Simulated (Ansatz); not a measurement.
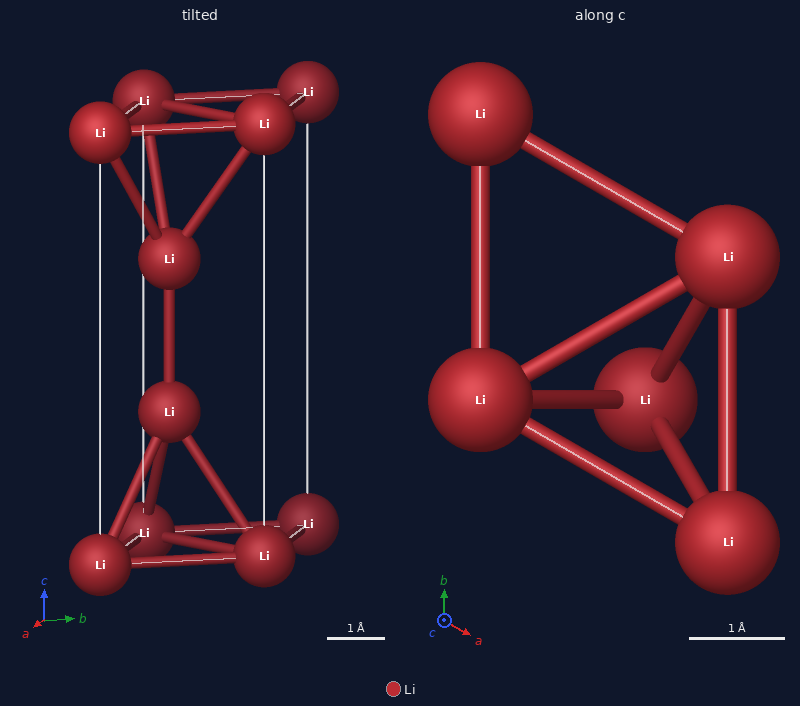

We look at a ball-and-stick model of the crystal slightly off an axis and along the c axis. Thin lines show the conventional unit cell, with boundary atoms drawn in all their periodic places.

Li, space group P-6m2 (No. 187), a = 3.006 Å, b = 3.006 Å, c = 7.793 Å, α = 90.00°, β = 90.00°, γ = 120.00°. The model was built from a structure type filled with this element by a generator (whether the element takes this form wasn't checked). Earlier steps of the study may have refined or changed the cell and positions. Ansatz was used for an electronic-structure calculation on it.

This one geometry was computed with Ansatz (DFT, plane waves, PAW) at three levels of theory: PBE, LDA and r2SCAN.

**How does the band gap change with the level of theory?**

All levels give a metal.

**Collect the results in a table.**

| level | cutoff (eV) | k-mesh of the run's cell | gap (eV) | pressure (GPa) |
| --- | --- | --- | --- | --- |
| PBE | 420 | 18×18×6 | metal | 0.0 |
| LDA | 420 | 18×18×6 | metal | -0.9 |
| r2SCAN | 500 | 18×18×6 | metal | 0.5 |

Gaps are taken on the k-mesh or band path of each run.
